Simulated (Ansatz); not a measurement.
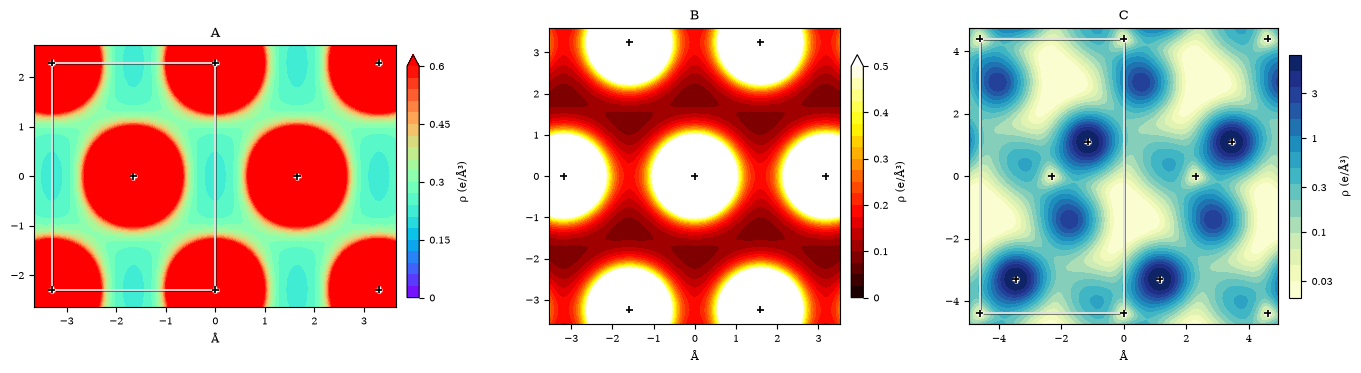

The valence pseudo-density of 3 systems, each on a plane through atoms (crosses mark nuclei in the plane).

All numbers below come from DFT, PBEsol, PAW with Ansatz's default frozen-core files, scalar-relativistic in Ansatz 0.2.0.

System 1: SiO$_{2}$, the (101̄) plane of the conventional cell. Space group I-42d; changed on purpose from its base cell (equal xx and yy strain of -3 %, PAW files); not relaxed (largest force 0.9 eV/Å); computed pressure about 13 GPa in this cell.

```
Si O
1.0
     4.60566    0.00000    0.00000
     0.00000    4.60566    0.00000
     0.00000    0.00000    7.48800
Si O
4 8
Direct
  0.00000 0.00000 0.00000
  0.50000 0.50000 0.50000
  0.00000 0.50000 0.25000
  0.50000 0.00000 0.75000
  0.25000 0.62338 0.37500
  0.75000 0.12338 0.87500
  0.12338 0.25000 0.12500
  0.62338 0.75000 0.62500
  0.75000 0.37662 0.37500
  0.25000 0.87662 0.87500
  0.37662 0.25000 0.62500
  0.87662 0.75000 0.12500
```

System 2: Sn, the (101̄) plane of the conventional cell. Space group I4/mmm; changed on purpose from its base cell (zz strain of -3 %, PAW files); computed pressure about −3 GPa in this cell.

```
CELL_PARAMETERS angstrom
3.18150 0.00000 0.00000
0.00000 3.18150 0.00000
0.00000 0.00000 5.65636
ATOMIC_POSITIONS crystal
Sn 0.00000 0.00000 0.00000
Sn 0.50000 0.50000 0.50000
```

System 3: Ta, the (110) plane of the conventional cell. Space group I4/mmm; changed on purpose from its base cell (equal xx and yy strain of -2 %, PAW files); computed pressure about 5 GPa in this cell; computed without spin polarisation.

```yaml
crystal:
  lattice:
    - [3.23651, 0.00000, 0.00000]
    - [0.00000, 3.23651, 0.00000]
    - [0.00000, 0.00000, 3.30256]
  atoms:
    - { symbol: Ta, position: [0.00000, 0.00000, 0.00000] }
    - { symbol: Ta, position: [0.50000, 0.50000, 0.50000] }
```

**Match each panel to its system.**

Panel A is system 3, Ta: the plane holds Ta. Ta–Ta (2.82 Å): ρ is about 0.33 e/Å³ halfway. Panel B is system 2, Sn: the plane holds Sn. Sn–Sn (3.18 Å): ρ at the midpoint is about 0.19 e/Å³. Panel C is system 1, SiO$_{2}$: the plane holds Si and O. Si–O (1.59 Å): the density is about 1.3 e/Å³ at the midpoint.
